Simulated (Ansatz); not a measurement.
**Geometry relaxation of MoS2 (part 2 of 2)**

The same run, continued: MoS2 (slab, 15 atoms in the cell); DFT PBEsol, scalar-relativistic, plane waves, PAW, no spin polarisation (Ansatz 0.2.0); cutoff 420 eV, 9×9×1 k-mesh, Gaussian smearing of 0.05 eV. The structure derives from an entry of the Crystallography Open Database. It belongs to a series of runs on one base structure; here: (0 0 1) slab, atoms relaxed.

Geometry of the input (Å; fractional positions):
```
3.1414  0.0000  0.0000
-1.5707  2.7206  0.0000
0.0000  0.0000  43.2758
S  0.3333  0.6667  0.1733
Mo 0.6667  0.3333  0.2093
S  0.3333  0.6667  0.2454
S  0.6667  0.3333  0.3186
Mo 0.3333  0.6667  0.3547
S  0.6667  0.3333  0.3907
S  0.3333  0.6667  0.4640
Mo 0.6667  0.3333  0.5000
S  0.3333  0.6667  0.5360
S  0.6667  0.3333  0.6093
Mo 0.3333  0.6667  0.6453
S  0.6667  0.3333  0.6814
S  0.3333  0.6667  0.7546
Mo 0.6667  0.3333  0.7907
S  0.3333  0.6667  0.8267
```

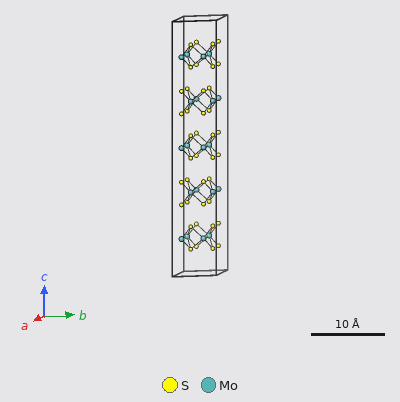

**Figure 1.** The geometry at step 1 of the log (ball-and-stick view of the 2 × 2 repeat of the cell, with the vacuum cut short, seen slightly off an axis).

The program's output, continued
```
SCF iter   1: F=—  HF=-33350.823858 eV  |F-HF|=—  |Δ(HF+E_count)|=         —  Δρ=1.57e-4  dr2=6.75e-5  ethr=5.02e-8  p=0.000 e·Å  D=5.76e-8 V/Å  ΔV_dip=-0.00 eV  dr2_dipole=2.83e-12  V_vac-E_F(+/−)=4.85/4.85 eV  ⟨swp⟩=2.7  Hψ=2989  notcnv=0
efield: sawtooth ramp at fractional position 0.9800 (handed on by an earlier solve), width 0.0400; the density the first Hamiltonian is built on has a dipole p = 0.000 e·Å; the dipole correction subtracts the counter field D = 5.76e-8 V/Å, which shifts the + side's vacuum level by -0.00 eV against the − side's; the planar-averaged density in the ramp window peaks in size at 6.8e-6 e/Å³
preconditioner: auto → Resta (q_TF=auto, 2.292 Å⁻¹)  ε∞=6.4  [insulator: Δε(μ)=1.146 eV  Ē_g=7.851 eV  σ=0.050 eV  W_gap=1.00  n_scr=30 (ndim 8)  ℏωp=18.3 eV  f_vac=0.279  D(μ)=0.00/eV (n_scr^D=0)  ε∞_Penn≈6.4  vacuum switching on, ρ_ref=4.5e-3 e/Å³]
SCF iter   2: F=—  HF=-33350.823844 eV  |F-HF|=—  |Δ(HF+E_count)|=   1.49e-5  Δρ=8.18e-5  dr2=1.61e-5  ethr=5.02e-8  p=-0.000 e·Å  D=-6.56e-8 V/Å  ΔV_dip=0.00 eV  dr2_dipole=1.84e-12  V_vac-E_F(+/−)=4.85/4.85 eV  ⟨swp⟩=2.1  Hψ=1090  notcnv=0
SCF iter   3: F=—  HF=-33350.823841 eV  |F-HF|=—  |Δ(HF+E_count)|=   3.02e-6  Δρ=3.29e-5  dr2=5.69e-6  ethr=1.24e-8  p=-0.000 e·Å  D=-2.33e-7 V/Å  ΔV_dip=0.00 eV  dr2_dipole=1.37e-13  V_vac-E_F(+/−)=4.85/4.85 eV  ⟨swp⟩=2.0  Hψ=1579  notcnv=0
SCF iter   4: F=—  HF=-33350.823840 eV  |F-HF|=—  |Δ(HF+E_count)|=   6.30e-7  Δρ=6.45e-6  dr2=2.69e-7  ethr=4.37e-9  p=-0.000 e·Å  D=-3.00e-7 V/Å  ΔV_dip=0.00 eV  dr2_dipole=7.08e-14  V_vac-E_F(+/−)=4.85/4.85 eV  ⟨swp⟩=2.0  Hψ=1215  notcnv=0
SCF iter   5: F=—  HF=-33350.823840 eV  |F-HF|=—  |Δ(HF+E_count)|=   2.22e-8  Δρ=3.27e-6  dr2=1.01e-7  ethr=7.69e-11  p=-0.000 e·Å  D=-3.30e-7 V/Å  ΔV_dip=0.00 eV  dr2_dipole=4.50e-12  V_vac-E_F(+/−)=4.85/4.85 eV  ⟨swp⟩=9.1  Hψ=4190  notcnv=0
SCF iter   6: F=-33350.823840 eV  HF=-33350.823840 eV  |F-HF|=4.62e-9  |Δ(HF+E_count)|=   8.51e-9  Δρ=1.03e-6  dr2=9.42e-9  ethr=7.69e-11  p=-0.000 e·Å  D=-1.59e-7 V/Å  ΔV_dip=0.00 eV  dr2_dipole=2.50e-13  V_vac-E_F(+/−)=4.85/4.85 eV  ⟨swp⟩=4.0  Hψ=2748  notcnv=0
SCF 2 converged in 6 iterations: F = -33350.823840 eV  dr2 = 9.42e-9
  greatest PAW one-centre occupation: 0.999 electrons in one spin orbital (limit 2), on the Mo atom at site 13 (counted from 0), in its partial waves of l = 0
relax step   2: F+E_penalty+E_count = -33350.82383984 eV  Δ(F+E_penalty+E_count) = -2.521e-5 eV  max|allowed force component| = 5.641e-3 eV/Å  Δτ_max = 0.0022 Å  (6 SCF iters, accepted)
SCF converged after 6 iterations
Free energy (F): -33350.823840 eV
Harris-Foulkes:  -33350.823840 eV  (|F-HF|=4.62e-9)
Internal energy: -33350.823840 eV  (E = F + TS)
E sigma→0 (E₀):  -33350.823840 eV
Fermi energy:    6.803499 eV
Dipole field:    D = 0.000000 V/Å  (p = 0.000001 e·Å, saw-weighted, corrected)
Work function:   Φ+ = 4.8462 eV   Φ− = 4.8462 eV
Levels:          The Fermi level and band energies are counted from a zero that moves with the ramp; work functions are not
--- Per-component energies (eV) ---
  E_band       = -1370.743960
  E_kinetic    = 3283.304098
  E_local      = -112921.582490  (includes V_loc(G=0)·N_el)
  E_nonlocal   = 1007.128174
  E_hartree    = 55028.879948
  E_xc         = -1878.991809
  E_vxc        = -2023.641656  (∫ρ·V_xc dr)
  E_paw        = -21559.586071  (= ΣΔE_a)
  E_vpaw       = -773.706773  (= ΣTr[D̂ρ^β])
  E_aug_tail   = 0.000151  (compensation charges beyond the density's cutoff)
  E_efield     = 0.000000  (sawtooth field / dipole correction)
  E_vefield    = 0.000000  (∫n·V_field dr)
  E_ewald      = 43688.358170
  E_core_change = 1.665990  (= ΣΔE_core)
  E_smearing   = -0.000000  (= −TS)
  E_closure    = 0.000000  (closes the sum)
  Σ components = -33350.823840   (vs F -33350.823840, Δ=0.00e0)
--- Forces (eV/Å), atoms counted from 1 ---
  atom   1  S     -0.00000000    -0.00000000    -0.00564089
  atom   2  Mo     0.00000000    -0.00000000     0.00342308
  atom   3  S     -0.00000000    -0.00000000     0.00204225
  atom   4  S      0.00000000     0.00000000    -0.00012637
  atom   5  Mo     0.00000000     0.00000000     0.00017162
  atom   6  S      0.00000000     0.00000000     0.00021614
  atom   7  S     -0.00000000    -0.00000000    -0.00046316
  atom   8  Mo     0.00000000    -0.00000000     0.00000087
  atom   9  S     -0.00000000    -0.00000000     0.00046312
  atom  10  S      0.00000000     0.00000000    -0.00021897
  atom  11  Mo     0.00000000     0.00000000    -0.00017219
  atom  12  S      0.00000000     0.00000000     0.00012744
  atom  13  S     -0.00000000    -0.00000000    -0.00204304
  atom  14  Mo    -0.00000000    -0.00000000    -0.00342018
  atom  15  S     -0.00000000    -0.00000000     0.00564071
  max |Σ_I F_I| component: 4.32e-7 eV/Å
--- Band table (eV; the first three rows and the last of 12) ---
  k-point 0: bands = ["-55.0251", "-55.0250", "-55.0250", "-55.0233", "-55.0233", "-29.2318", "-29.2317", "-29.2317", "-29.2302", "-29.2302", "-28.9671", "-28.9671", "-28.9670", "-28.9670", "-28.9670", "-28.9670", "-28.9653", "-28.9653", "-28.9653", "-28.9653", "-8.6529", "-8.6168", "-8.5651", "-8.5120", "-8.4736", "-7.3519", "-7.2803", "-7.1893", "-7.1059", "-7.0500", "-0.5057", "-0.3612", "-0.1513", "0.0738", "0.2473", "3.0039", "3.0545", "3.0545", "3.0563", "3.0563", "3.0585", "3.0585", "3.0606", "3.0606", "3.0619", "3.0619", "3.3153", "3.7479", "4.2016", "4.2016", "4.2079", "4.2079", "4.2162", "4.2162", "4.2240", "4.2240", "4.2291", "4.2291", "4.2298", "4.6956", "5.2658", "5.6027", "5.8989", "6.1103", "6.2332", "8.5524", "8.5524", "8.5558", "8.5558", "8.5620", "8.5620", "8.5695", "8.5695", "8.5722", "8.5722", "8.7809", "8.7809", "8.8092", "8.8092", "8.8433"]
  k-point 1: bands = ["-55.0199", "-55.0197", "-55.0197", "-55.0180", "-55.0180", "-29.2215", "-29.2214", "-29.2214", "-29.2199", "-29.2199", "-29.0191", "-29.0190", "-29.0190", "-29.0173", "-29.0173", "-28.9789", "-28.9787", "-28.9787", "-28.9770", "-28.9770", "-8.4592", "-8.4235", "-8.3725", "-8.3198", "-8.2816", "-7.2643", "-7.1960", "-7.1097", "-7.0312", "-6.9788", "-0.2911", "-0.1506", "0.0557", "0.2798", "0.4551", "2.6121", "2.6437", "2.6499", "2.6505", "2.6624", "2.6659", "2.8622", "3.1326", "3.2523", "3.2554", "3.2593", "3.2632", "3.2657", "3.3467", "3.4648", "3.9069", "3.9145", "3.9243", "3.9336", "3.9396", "4.3563", "4.4106", "4.5280", "4.7342", "5.0203", "5.2675", "5.5475", "5.7439", "5.8710", "5.9392", "8.3088", "8.3251", "8.3368", "8.3394", "8.3657", "8.3658", "8.4399", "8.4671", "8.5053", "8.5359", "8.5542", "8.5816", "8.6207", "8.6612", "8.6906"]
  k-point 2: bands = ["-55.0065", "-55.0064", "-55.0064", "-55.0047", "-55.0047", "-29.1953", "-29.1952", "-29.1952", "-29.1937", "-29.1937", "-29.1490", "-29.1489", "-29.1488", "-29.1472", "-29.1472", "-29.0085", "-29.0084", "-29.0084", "-29.0067", "-29.0067", "-7.9290", "-7.8958", "-7.8478", "-7.7976", "-7.7609", "-7.0252", "-6.9663", "-6.8940", "-6.8296", "-6.7873", "0.1612", "0.2778", "0.4511", "0.6420", "0.7920", "1.8520", "1.8569", "1.8732", "1.8761", "1.9843", "2.0065", "2.1529", "2.2958", "2.3974", "2.4505", "3.3114", "3.3203", "3.3323", "3.3440", "3.3521", "3.7667", "3.7745", "3.7845", "3.7935", "3.7993", "4.1815", "4.2694", "4.4155", "4.6008", "4.7812", "4.9913", "5.0671", "5.1125", "5.1300", "5.1340", "7.6454", "7.7562", "7.9153", "8.0925", "8.1510", "8.1826", "8.2261", "8.2639", "8.2689", "8.2985", "8.4235", "8.5608", "8.6811", "8.7768", "8.8389"]
  k-point 11: bands = ["-54.9742", "-54.9741", "-54.9741", "-54.9724", "-54.9724", "-29.2927", "-29.2925", "-29.2925", "-29.2909", "-29.2909", "-29.2427", "-29.2426", "-29.2426", "-29.2409", "-29.2409", "-29.1320", "-29.1319", "-29.1319", "-29.1304", "-29.1304", "-6.2423", "-6.2422", "-6.2422", "-6.2360", "-6.2360", "-6.2201", "-6.2200", "-6.2200", "-6.2104", "-6.2104", "0.0251", "0.0480", "0.0798", "0.1115", "0.1340", "0.9039", "0.9069", "0.9133", "0.9321", "0.9341", "1.3786", "1.4202", "1.4740", "1.5238", "1.5573", "1.9956", "2.0000", "2.0699", "2.0766", "2.1197", "2.6211", "2.6484", "2.7218", "2.7699", "2.8047", "3.4840", "3.5083", "3.5257", "3.5684", "3.5747", "5.6058", "5.6313", "5.6673", "5.7039", "5.7301", "7.4799", "7.4799", "7.4805", "7.4813", "7.4814", "8.3006", "8.4593", "8.6834", "8.9169", "9.0931", "9.3211", "9.3255", "9.3392", "9.3621", "9.3669"]
--- Relaxed structure (2 steps of the walk, 2 accepted, 0 SCFs on fresh bases) ---
  F+E_penalty+E_count = -33350.82383984 eV   max|allowed force component| = 5.641e-3 eV/Å
  atoms:
    - { symbol: S, position: [0.33333333333333326, 0.6666666666666666, 0.17335703487935764] }
    - { symbol: Mo, position: [0.6666666666666665, 0.33333333333333326, 0.20934831109220783] }
    - { symbol: S, position: [0.33333333333333326, 0.6666666666666666, 0.2453777674393094] }
    - { symbol: S, position: [0.6666666666666665, 0.33333333333333326, 0.318598775304412] }
    - { symbol: Mo, position: [0.33333333333333326, 0.6666666666666666, 0.3546248248013892] }
    - { symbol: S, position: [0.6666666666666665, 0.33333333333333326, 0.39065090506604616] }
    - { symbol: S, position: [0.33333333333333326, 0.6666666666666666, 0.4639741982314095] }
    - { symbol: Mo, position: [0.6666666666666665, 0.33333333333333326, 0.500000018255698] }
    - { symbol: S, position: [0.33333333333333326, 0.6666666666666666, 0.5360258392123736] }
    - { symbol: S, position: [0.6666666666666665, 0.33333333333333326, 0.6093492123482345] }
    - { symbol: Mo, position: [0.33333333333333326, 0.6666666666666666, 0.6453752887710623] }
    - { symbol: S, position: [0.6666666666666665, 0.33333333333333326, 0.6814013353491903] }
    - { symbol: S, position: [0.33333333333333326, 0.6666666666666666, 0.754622101659343] }
    - { symbol: Mo, position: [0.6666666666666665, 0.33333333333333326, 0.7906515554518987] }
    - { symbol: S, position: [0.33333333333333326, 0.6666666666666666, 0.8266428321380677] }
```

Trajectory as extended XYZ (Å, eV, eV/Å), 2 frames, from step=1 to step=2
```
15
Lattice="3.1414 0.0000 0.0000 -1.5707 2.7206 0.0000 0.0000 0.0000 43.2758" Properties=species:S:1:pos:R:3:forces:R:3 step=1 energy=-33350.82382
S     0.0000    1.8137    7.5000    0.0000   0.0000   0.0214
Mo    1.5707    0.9069    9.0591    0.0000   0.0000  -0.0223
S     0.0000    1.8137   10.6182    0.0000   0.0000   0.0013
S     1.5707    0.9069   13.7894    0.0000   0.0000   0.0004
Mo    0.0000    1.8137   15.3485    0.0000   0.0000  -0.0002
S     1.5707    0.9069   16.9076    0.0000   0.0000  -0.0007
S     0.0000    1.8137   20.0788    0.0000   0.0000   0.0007
Mo    1.5707    0.9069   21.6379    0.0000   0.0000   0.0000
S     0.0000    1.8137   23.1970    0.0000   0.0000  -0.0007
S     1.5707    0.9069   26.3682    0.0000   0.0000   0.0007
Mo    0.0000    1.8137   27.9273    0.0000   0.0000   0.0002
S     1.5707    0.9069   29.4864    0.0000   0.0000  -0.0004
S     0.0000    1.8137   32.6576    0.0000   0.0000  -0.0013
Mo    1.5707    0.9069   34.2167    0.0000   0.0000   0.0223
S     0.0000    1.8137   35.7758    0.0000   0.0000  -0.0214
15
Lattice="3.1414 0.0000 0.0000 -1.5707 2.7206 0.0000 0.0000 0.0000 43.2758" Properties=species:S:1:pos:R:3:forces:R:3 step=2 energy=-33350.82384
S     0.0000    1.8137    7.5022    0.0000   0.0000  -0.0056
Mo    1.5707    0.9069    9.0597    0.0000   0.0000   0.0034
S     0.0000    1.8137   10.6189    0.0000   0.0000   0.0020
S     1.5707    0.9069   13.7876    0.0000   0.0000  -0.0001
Mo    0.0000    1.8137   15.3467    0.0000   0.0000   0.0002
S     1.5707    0.9069   16.9057    0.0000   0.0000   0.0002
S     0.0000    1.8137   20.0789    0.0000   0.0000  -0.0005
Mo    1.5707    0.9069   21.6379    0.0000   0.0000   0.0000
S     0.0000    1.8137   23.1970    0.0000   0.0000   0.0005
S     1.5707    0.9069   26.3701    0.0000   0.0000  -0.0002
Mo    0.0000    1.8137   27.9292    0.0000   0.0000  -0.0002
S     1.5707    0.9069   29.4882    0.0000   0.0000   0.0001
S     0.0000    1.8137   32.6569    0.0000   0.0000  -0.0020
Mo    1.5707    0.9069   34.2161    0.0000   0.0000  -0.0034
S     0.0000    1.8137   35.7737    0.0000   0.0000   0.0056
```

Summary

| quantity | value |
| --- | --- |
| outcome | converged |
| electrons treated | 130 |
| free energy | −33350.8238 eV |
| work function, top face | 4.85 eV |
| work function, bottom face | 4.85 eV |
| Fermi energy | 6.803 eV |
| gap on the k-point mesh | 1.15 eV |
| final volume | 369.85 Å³ |
| work function (upper face) | 4.85 eV |
| largest force (length of the vector) at the end | 0.006 eV/Å |
| hardware | 2 threads of AMD EPYC (Zen 3), 144 GiB of memory available, shared host |
| wall time | 48 s (CPU time 93 s) |
| peak memory | 0.88 GiB |
